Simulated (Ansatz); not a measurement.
Consider SiC (slab).

The calculation's input:

```
crystal:
  lattice:
    - [3.0803621761, 0.0, 0.0]
    - [0.0, 7.5453155543, 0.0]
    - [0.0, 0.0, 25.6706875893]
  atoms:
    - { symbol: Si, position: [0.5, 0.6666666667, 0.2921620223] }
    - { symbol: C, position: [0.5, 0.4166666667, 0.2921620223] }
    - { symbol: Si, position: [0.0, 0.3333333333, 0.3268016853] }
    - { symbol: C, position: [0.0, 0.0833333333, 0.3268016853] }
    - { symbol: Si, position: [0.5, 0.0, 0.3614413482] }
    - { symbol: C, position: [0.5, 0.75, 0.3614413482] }
    - { symbol: Si, position: [0.0, 0.6666666667, 0.3960810112] }
    - { symbol: C, position: [0.0, 0.4166666667, 0.3960810112] }
    - { symbol: Si, position: [0.5, 0.3333333333, 0.4307206741] }
    - { symbol: C, position: [0.5, 0.0833333333, 0.4307206741] }
    - { symbol: Si, position: [0.0, 0.0, 0.4653603371] }
    - { symbol: C, position: [0.0, 0.75, 0.4653603371] }
    - { symbol: Si, position: [0.5, 0.6666666667, 0.5] }
    - { symbol: C, position: [0.5, 0.4166666667, 0.5] }
    - { symbol: Si, position: [0.0, 0.3333333333, 0.5346396629] }
    - { symbol: C, position: [0.0, 0.0833333333, 0.5346396629] }
    - { symbol: Si, position: [0.5, 0.0, 0.5692793259] }
    - { symbol: C, position: [0.5, 0.75, 0.5692793259] }
    - { symbol: Si, position: [0.0, 0.6666666667, 0.6039189888] }
    - { symbol: C, position: [0.0, 0.4166666667, 0.6039189888] }
    - { symbol: Si, position: [0.5, 0.3333333333, 0.6385586518] }
    - { symbol: C, position: [0.5, 0.0833333333, 0.6385586518] }
    - { symbol: Si, position: [0.0, 0.0, 0.6731983147] }
    - { symbol: C, position: [0.0, 0.75, 0.6731983147] }
    - { symbol: Si, position: [0.5, 0.6666666667, 0.7078379777] }
    - { symbol: C, position: [0.5, 0.4166666667, 0.7078379777] }
basis:
  ecutwfc: 500
kpoints:
  mp_grid: { grid: [9, 4, 1] }
hamiltonian:
  xc: r2scan
scf:
  occupations: { method: gaussian, width: 0.05 }
output:
  forces: true
  eigenvalues: true
  write_density: true
  write_potential: true
  elf: true
  volumetric_format: npy
relax:
  adjacent_minimum: "off"
  f_tol: 0.02
  max_steps: 60
efield:
  axis: 3
  dipole_correction: true
  ramp_width: 0.04
```

Command:

```sh
ansatz run input.yaml --threads 4 --pin off --max-ram 10240MiB --backend cpu --events-out ev --progress --plain --runs-dir out
```

The fields are those of the run's last geometry, not of the input's.

Method: Ansatz 0.2.0, DFT r2SCAN, scalar-relativistic, plane waves, PAW.

Predict the valence pseudo-density and electron localisation function between the atoms.

Answer. Si–C (1.72 Å): the density is about 1.1 e/Å³ at the midpoint; the ELF peaks at about 0.90 between the atoms.
Si–C (1.77 Å): ρ is about 1.1 e/Å³ halfway; the ELF peaks at about 0.90 between the atoms.
Si–C (1.80 Å): ρ at the midpoint is about 0.98 e/Å³; the ELF peaks at about 0.90 between the atoms.
Si–C (1.88 Å): ρ at the midpoint is about 0.91 e/Å³; the ELF peaks at about 0.95 between the atoms.

Does the calculation make it a metal, or give it a gap?

Answer. It is metallic or semimetallic at this level of theory: no gap opens.

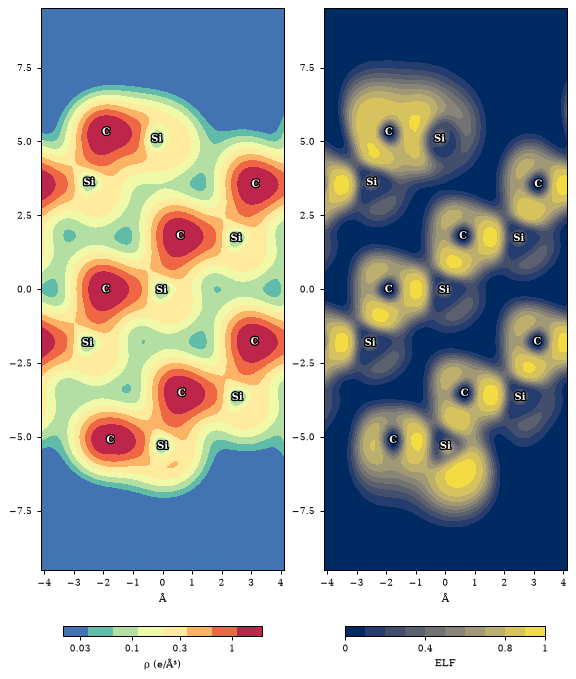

Computed valence pseudo-density and electron localisation function on the (100) plane of the calculation cell, a cut from vacuum to vacuum, in this order. 
